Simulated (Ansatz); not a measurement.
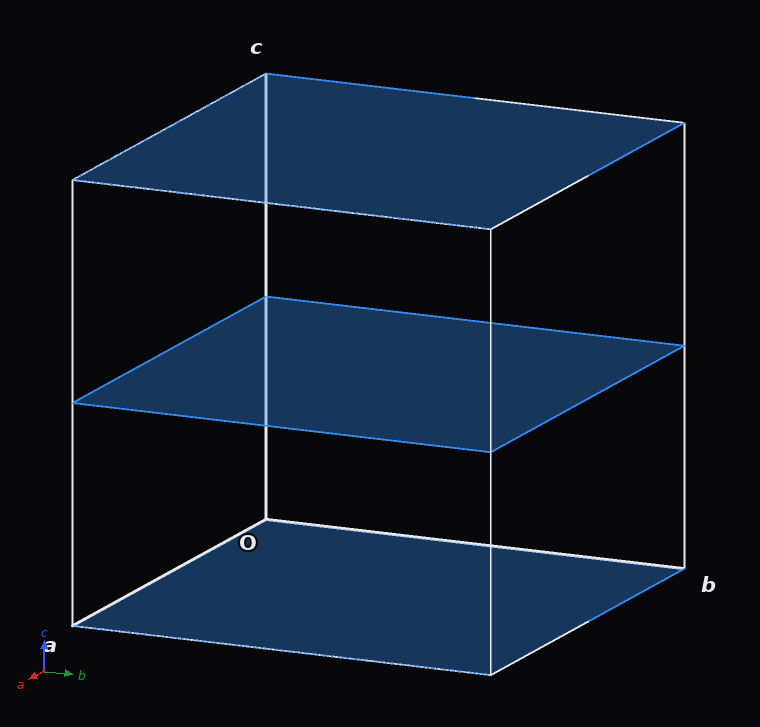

Crystal: PbF2, the input geometry of an electronic-structure calculation (not necessarily at equilibrium); the starting structure was generated, so it need not be a known form of this composition. Every member of one family of equally spaced planes, hx + ky + lz = a whole number, that cuts the unit cell is shaded (one member passes through the origin O). All values are computed from the atomic coordinates in the standard setting (tolerance 0.002 Å).

a = 6.000 Å, b = 6.000 Å, c = 6.000 Å, α = 90.00°, β = 90.00°, γ = 90.00°.

**What are the Miller indices?**

(0 0 2); the opposite sign names the same planes. The member next to the origin meets the axes a never, b never, c at 1/2.

**What is the spacing?**

d = 3.000 Å.

**The space group is Fm-3m (No. 225). How many reflections hkl are equivalent to this one (itself included), and does it occur?**

6 reflections are equivalent in the Laue class m-3m. The space group allows the reflection.
